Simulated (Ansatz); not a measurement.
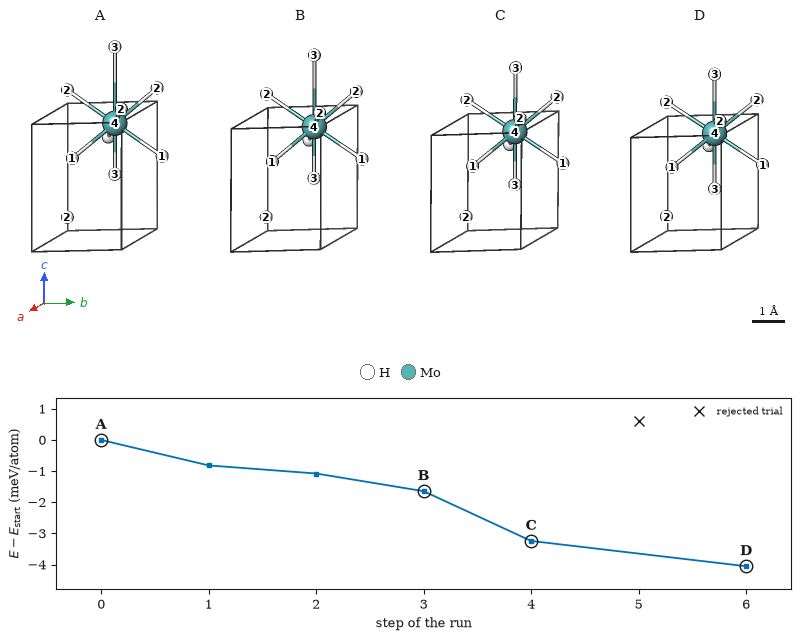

Frames of a relaxation of crystalline MoH3 (a generated structure, set up in P1), marked on the history of the run. Style: ball-and-stick. Shown: the cell of the calculation, slightly off an axis.

These are results of DFT PBE, scalar-relativistic, plane waves, PAW in Ansatz, not measurements. Settings: plane-wave cutoff 420 eV; k-point mesh 18 × 18 × 12; occupations gaussian; smearing width 0.1 eV; no spin polarisation; cell and atoms relaxed; force threshold 0.01 eV/Å; at most 80 steps.

> What happens along the run?

The run was cut off at its time limit before the relaxation converged, so the last structure is only a point on the way. The energy falls by 4.1 meV per atom in 5 accepted moves (6 points after the start). Largest force component: 0.043 eV/Å at the start, 0.045 eV/Å at the end. Pressure: −0.15 GPa at the start and 0.18 GPa at the end. The line search rejected the trial step at point 5 of the run. H3 moves most relative to the cell: 0.23 Å along −c. Largest moves by element: H 0.23 Å, Mo 0.08 Å. The volume changes by −8.3 %, with a 2.866 → 2.921 Å (+1.9 %), b 2.897 → 2.921 Å (+0.8 %), c 4.234 → 3.806 Å (−10.1 %), γ 119.2° → 120.0°. Near-neighbour distances that change, for instance: H3–Mo4 2.541 → 1.967 Å, H3–Mo4 (another image) 1.694 → 1.840 Å, Mo4–Mo4 2.866 → 2.921 Å, Mo4–Mo4 (another image) 2.897 → 2.921 Å. Among the angles between lasting bonds that change: Mo4–H2–Mo4 97.4° → 101.2°, Mo4–H1–Mo4 98.0° → 101.1°. The space group (tolerance 0.01 Å) goes from P1 (No. 1) to P3m1 (No. 156). From step 0 to 3: H3 moves most (0.06 Å), volume −2.9 %, energy −1.6 meV per atom. From step 3 to 4: H3 moves most (0.10 Å), volume −4.1 %, energy −1.6 meV per atom. From step 4 to 6: H3 moves most (0.09 Å), volume −1.5 %, energy −0.8 meV per atom.

| step | E − E(0), meV/atom | largest force component, eV/Å | pressure, GPa | volume, Å³/atom | note |
| --- | --- | --- | --- | --- | --- |
| 0 | 0.00 | 0.0429 | -0.15 | 7.670 |  |
| 1 | -0.82 | 0.0545 | 0.34 | 7.561 |  |
| 2 | -1.08 | 0.0179 | -0.28 | 7.553 |  |
| 3 | -1.64 | 0.0276 | -0.17 | 7.448 |  |
| 4 | -3.24 | 0.0644 | -0.02 | 7.140 |  |
| 5 | 0.61 | 0.0623 | 4.80 | 6.785 | rejected |
| 6 | -4.05 | 0.0450 | 0.18 | 7.032 |  |
